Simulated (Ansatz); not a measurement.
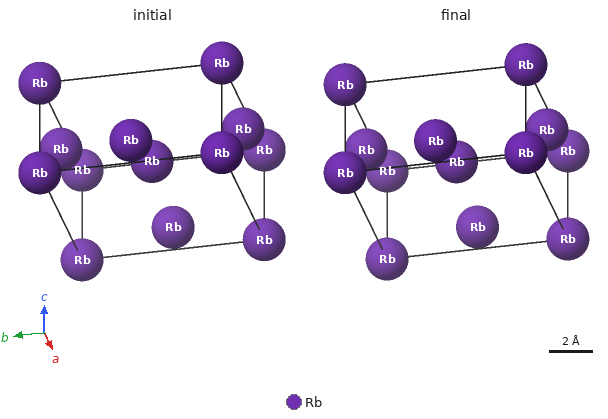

The structure of a crystal of Rb (built on the beta-tin_141 type) before (left) and after (right) a relaxation, at one scale.

The picture is a spheres-only view of the conventional cell (2 times the calculation's cell), seen from a free direction. Lengths and directions refer to the drawn axes.

Case: beta-tin type (I4_1/amd, No. 141).

The calculation used Ansatz 0.2.0, DFT PBEsol, scalar-relativistic, plane waves, PAW. Settings: plane-wave cutoff 420 eV; k-point mesh 14 × 14 × 14; occupations gaussian; smearing width 0.1 eV; no spin polarisation; cell and atoms relaxed; force threshold 0.01 eV/Å; at most 80 steps.

Describe what moved and what it gained.

The atoms keep their places relative to the cell (all moves are under 0.005 Å). Cell: a = b 8.791 → 8.725 Å (−0.8 %), c 4.796 → 4.710 Å (−1.8 %). Volume −3.3 %. Near-neighbour distances that change, for instance: Rb–Rb 4.796 → 4.710 Å, Rb–Rb 4.556 → 4.519 Å. The space group stays I4_1/amd (No. 141). After 2 accepted moves (3 points after the start) the energy has fallen by 0.8 meV per atom. All forces vanish by symmetry, so only the cell relaxes. The pressure goes from −0.08 to 0.01 GPa. At 1 point the geometry stayed and the basis and grid were re-selected for the new cell (energy shift of less than 0.05 meV per atom at most each time).
